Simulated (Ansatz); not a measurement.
## Electronic structure of Sc₃AlN₄ in real space

Input

```
crystal:
  lattice:
    - [-2.2240592262, 2.2240592262, 4.3829716302]
    - [2.2240592262, -2.2240592262, 4.3829716302]
    - [2.2240592262, 2.2240592262, -4.3829716302]
  atoms:
    - { symbol: Sc, position: [0.75, 0.25, 0.5] }
    - { symbol: Sc, position: [0.25, 0.75, 0.5] }
    - { symbol: Sc, position: [0.0, 0.0, 0.0] }
    - { symbol: Al, position: [0.5, 0.5, 0.0] }
    - { symbol: "N", position: [0.0, 0.5, 0.5] }
    - { symbol: "N", position: [0.7396097828, 0.7396097828, 0.0] }
    - { symbol: "N", position: [0.5, 0.0, 0.5] }
    - { symbol: "N", position: [0.2603902172, 0.2603902172, 0.0] }
basis:
  ecutwfc: 420
kpoints:
  mp_grid: { grid: [12, 12, 12] }
  band_path:
    path:
      - [[0.0, 0.0, 0.0], [0.0, 0.0, 0.5], [0.25, 0.25, 0.25], [0.0, 0.5, 0.0], [0.0, 0.0, 0.0], [0.5, 0.5, -0.5], [0.31437176, 0.68562824, -0.31437176]]
      - [[-0.31437176, 0.31437176, 0.31437176], [0.0, 0.0, 0.0]]
      - [[0.0, 0.0, 0.5], [-0.12874352, 0.12874352, 0.5]]
      - [[0.5, 0.5, -0.12874352], [0.5, 0.5, -0.5]]
    npoints: 14
hamiltonian:
  xc: pbe
scf:
  occupations: { method: gaussian, width: 0.02 }
  n_extra_bands: 20
output:
  forces: true
  stress: true
  eigenvalues: true
  populations: true
  dos: { projected: true, de: 0.02, nscf_kmesh: { grid: [18, 18, 18] } }
  bader: true
  write_density: true
  write_potential: true
  elf: true
  volumetric_format: npy
```

Run with:

```sh
ansatz run input.yaml --threads 1 --pin off --max-ram 2560MiB --backend cpu --events-out ev --progress --plain --runs-dir out
```

Below, planes, directions and counts refer to the conventional cell (a = 4.45 Å, b = 4.45 Å, c = 8.77 Å, α = 90.00°, β = 90.00°, γ = 90.00°).

Space group I4/mmm; a structure generated by program, which may or may not match a known phase.

Computed with Ansatz, DFT PBE, scalar-relativistic, plane waves, PAW.

In a PAW calculation such maps are meaningful between the atoms, not at the nuclei.

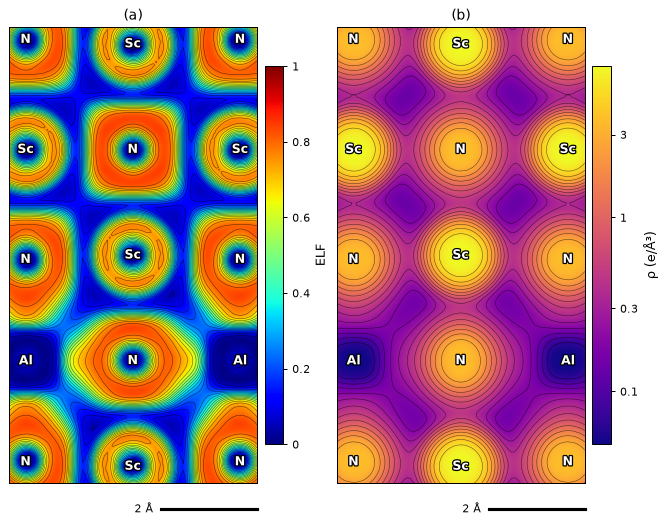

Figure 1. (a) ELF; (b) valence electron density on the (010) plane of the conventional cell.

Read the bonding off the picture.

Answer. Atoms in the plane: Sc, Al and N. Al–N (2.10 Å): ρ at the midpoint is about 0.47 e/Å³; the ELF peaks at about 0.85 in the valence shell of N, 0.8 Å from its nucleus, and is about 0.80 at the midpoint. Sc–N (2.19 Å): ρ is about 0.46 e/Å³ halfway; the ELF peaks at about 0.85 in the valence shell of N, 0.7 Å from its nucleus, and is about 0.20 at the midpoint: no shared electron pair shows on this line. Al–N (2.22 Å): the density is about 0.37 e/Å³ at the midpoint; the ELF peaks at about 0.80 in the valence shell of N, 0.7 Å from its nucleus, and is about 0.70 at the midpoint. Sc–N (2.28 Å): ρ at the midpoint is about 0.37 e/Å³; the ELF peaks at about 0.80 in the valence shell of N, 0.7 Å from its nucleus, and is about 0.15 at the midpoint (no localised pair shows between them). Between the atoms the lowest density in this plane is 0.14 e/Å³. The features right at Sc lie inside the PAW spheres, where the map follows smoothed inner orbitals and isn't to be read closely.

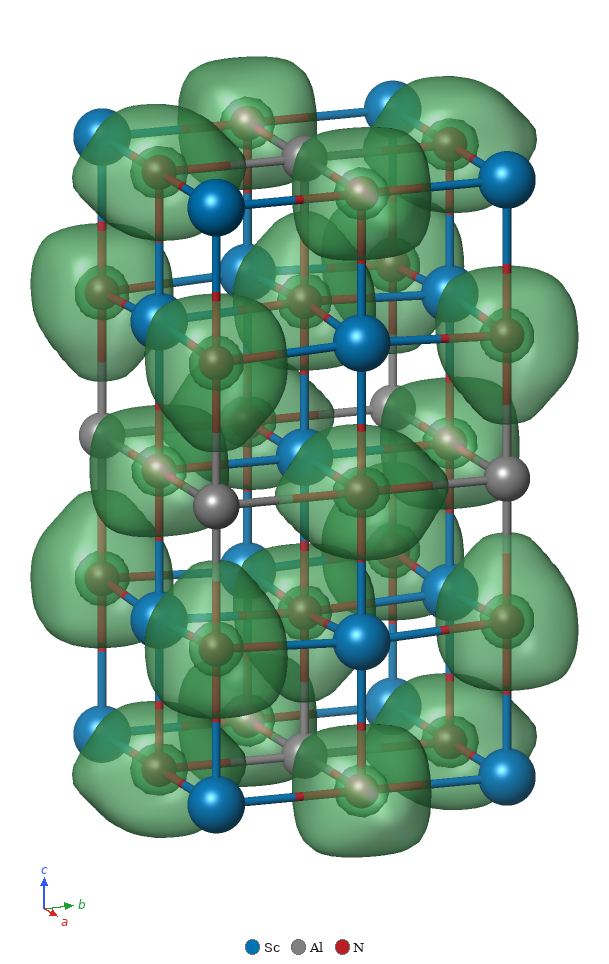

Figure 2. Isosurface of the electron localisation function at 0.6 (green), seen slightly off an axis. Core shells and regions of very low density are left out. Sticks mark near contacts.

What do the ELF domains correspond to?

Answer. The ELF exceeds this value in eight regions on N in which the atom's valence shell and bonds are merged, counted in one cell of 16 atoms. Any copies at cell faces, edges or corners count once.

What Bader charges does the calculation give?

Answer. Electrons move from Sc and Al towards N. Bader charges: Sc +1.82, Al +2.39 and N −2.00 to −1.93 e.

Metal or insulator at this level of theory?

Answer. It is gapped, with a Kohn–Sham gap of 0.40 eV on the k-point mesh, an upper bound to the gap of this method.
